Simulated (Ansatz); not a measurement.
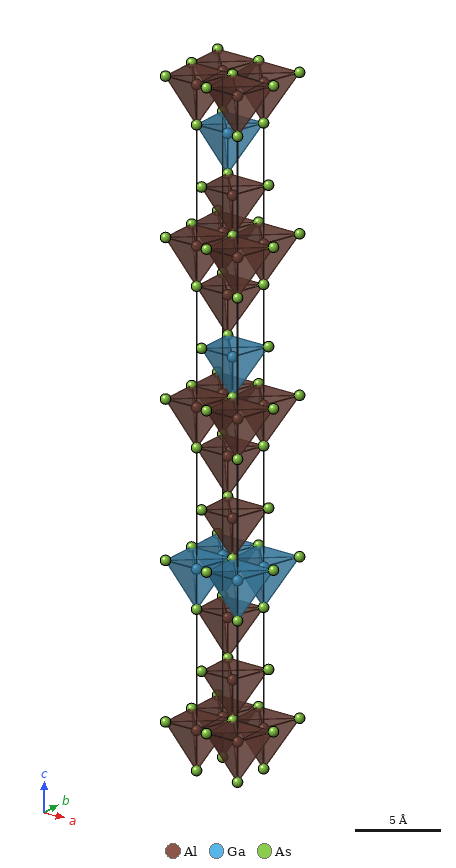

The figure gives a polyhedral picture of the atoms, viewed slightly off an axis. The parallelepiped is the conventional unit cell. Some neighbours outside the box are added.

Al₃GaAs₄, space group R3m (No. 160), a = 4.015 Å, b = 4.015 Å, c = 39.295 Å, α = 90.00°, β = 90.00°, γ = 120.00°. The model was built from a structure type filled with these elements by a generator (whether the compound takes this form wasn't checked). Earlier steps of the study, as a rule a relaxation of our own, may have changed the cell and positions, so they can lie some per cent off the listed ones. An electronic-structure calculation with Ansatz was run on it.

This one geometry was computed with Ansatz (DFT, plane waves, PAW) at five levels of theory: PBE, PBE with spin-orbit coupling, PBE0, HSE06 and r2SCAN. It was relaxed beforehand with r2SCAN.

Which level gives the highest pressure at this volume, and what does that say about its equilibrium volume?

Highest: PBE (2.1 GPa) and PBE with spin-orbit coupling (2.1 GPa), which points to the largest equilibrium volume. Lowest, with the smallest volume: PBE0 (0.3 GPa), HSE06 (0.4 GPa) and r2SCAN (0.0 GPa). Levels within 0.5 GPa of each other can't be told apart.

How does the band gap change with the level of theory?

PBE with spin-orbit coupling: a gap of 1.13 eV, direct; PBE: a gap of 1.23 eV, direct; r2SCAN: a gap of 1.70 eV, direct; HSE06: a gap of 2.04 eV, indirect; PBE0: a gap of 2.69 eV, indirect.

Collect the results in a table.

| level | cutoff (eV) | k-mesh of the run's cell | gap (eV) | pressure (GPa) |
| --- | --- | --- | --- | --- |
| PBE | 420 | 8×8×8 | 1.23 | 2.1 |
| PBE with spin-orbit coupling | 420 | 8×8×8 | 1.13 | 2.1 |
| PBE0 | 420 | 4×4×4 | 2.69 | 0.3 |
| HSE06 | 420 | 4×4×4 | 2.04 | 0.4 |
| r2SCAN | 500 | 8×8×8 | 1.70 | 0.0 |

Gaps are taken on the k-mesh or band path of each run.
